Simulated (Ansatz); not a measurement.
**Single-point calculation, with input and output: Ta**

- system: Ta (P6₃/mmc, 2 atoms in the cell)
- method: DFT r2SCAN, scalar-relativistic, plane waves, PAW, no spin polarisation (Ansatz 0.2.0)

The structure derives from a Materials Project entry. It belongs to a series of runs on one base structure; here: ratio of the length along z to the lengths across it x 1.05, volume and fractional coordinates fixed.

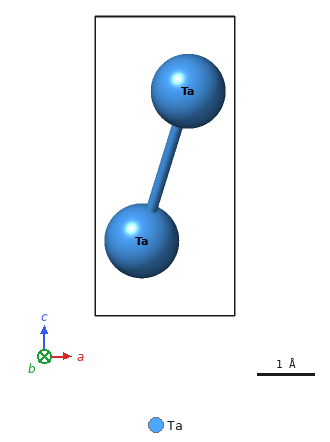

*The structure (ball-and-stick view of the cell of the calculation, along the b axis). An atom can appear more than once, as a periodic image.*

Near neighbours in the periodic cell (some may lie outside the picture): Ta has 12 Ta at 2.84 to 3.11 Å.

### Results in brief

```json
{"quantity": "outcome", "value": "converged"}
{"quantity": "space group (tolerance 0.01 Å)", "value": "P6₃/mmc (194)"}
{"quantity": "electrons treated", "value": "26"}
{"quantity": "free energy", "value": "−19887.9993 eV"}
{"quantity": "Fermi energy", "value": "18.380 eV"}
{"quantity": "gap on the k-point mesh", "value": "none (metallic)"}
{"quantity": "pressure", "value": "0.87 GPa"}
{"quantity": "largest force (length of the vector)", "value": "under 0.001 eV/Å"}
{"quantity": "hardware", "value": "1 thread of Intel Xeon @ 2.50GHz (Skylake/Cascade Lake), 189 GiB of memory available, shared host"}
{"quantity": "wall time", "value": "59 s"}
{"quantity": "peak memory", "value": "0.67 GiB"}
```

### Notes

Spin–orbit coupling is left out, which matters for Ta.

### Input
```yaml
crystal:
  lattice:
    - [2.8414000023, 0.0, 0.0]
    - [-1.4207000011, 2.4607245843, 0.0]
    - [0.0, 0.0, 5.2873266685]
  atoms:
    - { symbol: Ta, position: [0.6666666667, 0.3333333333, 0.75] }
    - { symbol: Ta, position: [0.3333333333, 0.6666666667, 0.25] }
basis:
  ecutwfc: 500
kpoints:
  mp_grid: { grid: [24, 24, 14] }
hamiltonian:
  xc: r2scan
scf:
  occupations: { method: gaussian, width: 0.15 }
output:
  forces: true
  stress: true
  eigenvalues: true
  write_density: true
  write_potential: true
  elf: true
  volumetric_format: npy
```

Command:
```bash
ansatz run input.yaml --threads 1 --pin off --max-ram 2560MiB --backend cpu --events-out ev --progress --plain --runs-dir out
```

### What the program printed
```
Engine: ansatz 0.2.0, x86_64-unknown-linux-gnu
Pseudopotentials: kind: paw
Pseudopotential: Ta, paw, valence charge 13, recommended cutoff 500 eV (meta_gga), Ta.paw.azcp
Functional definition: r2SCAN
  parameter k0 = 0.174
  parameter k1 = 0.065
  parameter a1 = 4.9479
  exchange = r2scan_x(k0 = k0, k1 = k1, a1 = a1)
  correlation = r2scan_c
Crystal: 2 atoms, lattice volume = 36.968 Å³
Basis set: ecut = 500 eV, 931 PW (Γ), exchange–correlation on 96×96×160 points (64 copies of the dense FFT grid, shifted against one another)
Bands: 17, of which v1, the nominal top of the filled ones, is band 13 counted from 1 (12 counted from 0)
Symmetry: 24 space group operations
Space group: P63/mmc (ITA 194), of the structure as read, at distance tolerance 3.3e-5 Å
k-points: 488 of 8064
Non-local potential: Ta, projectors of the file, l = 0: 3, l = 1: 2, l = 2: 2, l = 3: 1
PAW form: soft (Blöchl's): semilocal exchange-correlation on the pseudo side does not see the compensation charge
PAW frozen core: Ta, regenerated for the run's functional (the file was generated under x = pbe(κ = 0.804, μ = 0.2195149727645171), c = pbe(β = 0.06672455060314922))
PAW one-centre angular grid: Ta, 590 points (default); XC on 160 Gauss nodes
Initial density: superposition of atomic densities (neutral atoms: chi_scale 0, normalization atom), corrected by the library's trained network
Initial wavefunctions: pseudopotential atomic-orbital guess
Functional: x = r2scan, c = r2scan; τ floored in thin density (d = 2e-4 eV/Å³)
SCF iter   1: F=—  HF=-19887.966813 eV  |F-HF|=—  |Δ(HF+E_count)|=         —  Δρ=8.31e-3  dr2=1.49e-2  dr2_τ=3.21e-2  ethr=1.77e-3  ⟨swp⟩=5.1  Hψ=40109  notcnv=0
preconditioner: auto → Kerker (q_TF=auto, 2.573 Å⁻¹)  [metal: Δε(μ)=0.002 eV  Ē_g=4.913 eV  σ=0.150 eV  W_gap=0.01  n_scr=10 (ndim 8)  ℏωp=19.3 eV  f_vac=0.000  D(μ)=2.48/eV (n_scr^D=22)]
SCF iter   2: F=—  HF=-19887.998320 eV  |F-HF|=—  |Δ(HF+E_count)|=   3.15e-2  Δρ=5.33e-3  dr2=5.94e-3  dr2_τ=5.42e-4  ethr=5.74e-5  ⟨swp⟩=2.1  Hψ=14859  notcnv=0
SCF iter   3: F=—  HF=-19887.999233 eV  |F-HF|=—  |Δ(HF+E_count)|=   9.13e-4  Δρ=6.86e-4  dr2=1.36e-4  dr2_τ=3.08e-5  ethr=2.29e-5  ⟨swp⟩=2.0  Hψ=10744  notcnv=0
SCF iter   4: F=—  HF=-19887.999251 eV  |F-HF|=—  |Δ(HF+E_count)|=   1.87e-5  Δρ=3.02e-4  dr2=2.28e-5  dr2_τ=1.45e-6  ethr=5.25e-7  ⟨swp⟩=2.1  Hψ=12387  notcnv=0
SCF iter   5: F=—  HF=-19887.999257 eV  |F-HF|=—  |Δ(HF+E_count)|=   5.22e-6  Δρ=5.99e-5  dr2=7.51e-7  dr2_τ=1.07e-7  ethr=8.76e-8  ⟨swp⟩=2.5  Hψ=10831  notcnv=0
SCF iter   6: F=-19887.999257 eV  HF=-19887.999257 eV  |F-HF|=3.65e-8  |Δ(HF+E_count)|=   4.88e-7  Δρ=1.54e-5  dr2=4.77e-8  dr2_τ=3.54e-9  ethr=3.85e-10  ⟨swp⟩=10.1  Hψ=59664  notcnv=0
SCF 1 converged in 6 iterations: F = -19887.999257 eV  dr2 = 4.77e-8
  greatest PAW one-centre occupation: 0.998 electrons in one spin orbital (limit 2), on the Ta atom at site 1 (counted from 0), in its partial waves of l = 0
```

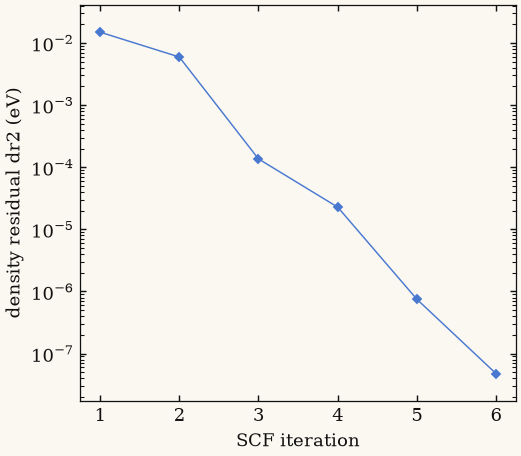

*Convergence of the self-consistent field: density residual dr2 against the SCF iteration.*

The residual falls at every step.

```
SCF converged after 6 iterations
Free energy (F): -19887.999257 eV
Harris-Foulkes:  -19887.999257 eV  (|F-HF|=3.65e-8)
Internal energy: -19887.971258 eV  (E = F + TS)
E sigma→0 (E₀):  -19887.985258 eV
Entropy (-TS):   -0.027999 eV (-13.999 meV/atom)
Fermi energy:    18.380239 eV
--- Per-component energies (eV) ---
  E_band       = -246.135591
  E_kinetic    = 733.618423
  E_local      = -1141.905749  (includes V_loc(G=0)·N_el)
  E_nonlocal   = 30.264033
  E_hartree    = 396.900215
  E_xc         = -408.418589
  E_vxc        = -443.651176  (∫ρ·V_xc dr)
  E_paw        = -16845.900284  (= ΣΔE_a)
  E_vpaw       = -240.737315  (= ΣTr[D̂ρ^β])
  E_aug_tail   = 0.000154  (compensation charges beyond the density's cutoff)
  E_vtau       = 22.478115  (kinetic-family band-sum trace: ∫τ·v_τ [+ j·A + Jᵃ·Aᵃ] dr)
  E_ewald      = -2651.016901
  E_core_change = -1.512561  (= ΣΔE_core)
  E_smearing   = -0.027999  (= −TS)
  E_closure    = 0.000000  (closes the sum)
  Σ components = -19887.999257   (vs F -19887.999257, Δ=0.00e0)
--- Forces (eV/Å), atoms counted from 1 ---
  atom   1  Ta     0.00000000     0.00000000    -0.00000000
  atom   2  Ta    -0.00000000    -0.00000000     0.00000000
  max |Σ_I F_I| component: 5.78e-19 eV/Å
--- Stress (GPa, compression-positive) ---
        4.598151       0.000000       0.000000
        0.000000       4.598151       0.000000
        0.000000       0.000000      -6.587468
  P = ⅓ Tr σ = 0.8696 GPa (8.696 kbar)
--- Band table (eV; the first three rows and the last of 488) ---
  k-point 0: bands = ["-50.9566", "-50.8998", "-17.2774", "-16.4747", "-16.1915", "-16.1915", "-16.1238", "-16.1238", "9.7726", "13.0812", "17.3420", "17.7353", "19.1739", "19.1739", "19.6704", "19.6704", "22.1233"]
  k-point 1: bands = ["-50.9559", "-50.9005", "-17.2678", "-16.4854", "-16.1907", "-16.1907", "-16.1247", "-16.1247", "9.8165", "13.0560", "17.3221", "17.6709", "19.1713", "19.1713", "19.6561", "19.6561", "22.1596"]
  k-point 2: bands = ["-50.9538", "-50.9026", "-17.2397", "-16.5167", "-16.1882", "-16.1882", "-16.1272", "-16.1272", "9.9465", "12.9765", "17.2649", "17.5004", "19.1654", "19.1654", "19.6154", "19.6154", "22.2649"]
  k-point 487: bands = ["-50.7922", "-50.7922", "-17.1386", "-17.1386", "-17.0585", "-17.0585", "-16.5742", "-16.5742", "16.0076", "16.0076", "16.3890", "16.3890", "17.7326", "17.7326", "19.9363", "19.9363", "23.9067"]
```

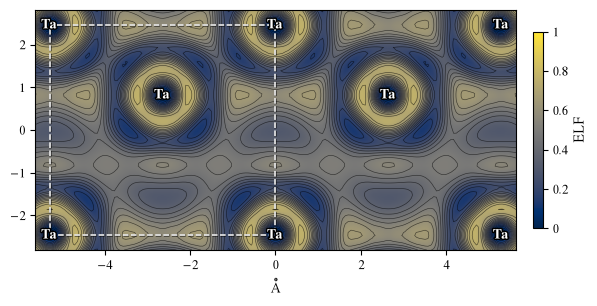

*Electron localisation function on the (110) plane of the conventional cell.*

Ta–Ta (3.11 Å): the ELF is about 0.35 at the midpoint, as expected for nearly free electrons, as in a simple metal.  The strong features right at Ta lie inside the PAW spheres (semicore, d or f shells) and say nothing about bonding. In a PAW calculation such maps are meaningful between the atoms, not at the nuclei.

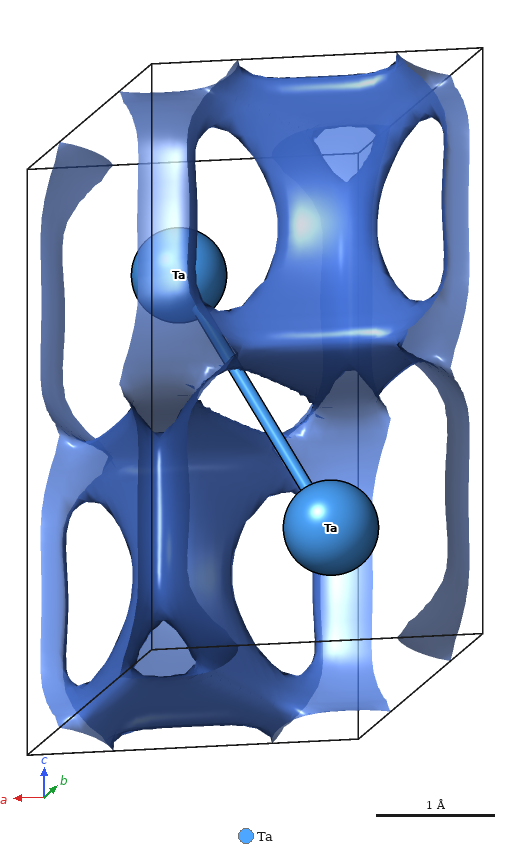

*Isosurface of the electron localisation function at 0.4 (blue), seen at an oblique angle. Only the valence region is drawn (cores and ρ < 0.01 e/Å³ removed). Sticks mark near contacts. The outline is the cell set on symmetry axes.*

Along the contacts the grid gives the following. Ta–Ta (2.84 Å): the ELF is about 0.30 at the midpoint; no shared electron pair. Ta–Ta (3.11 Å): the ELF is about 0.35 at the midpoint (metallic bonding.
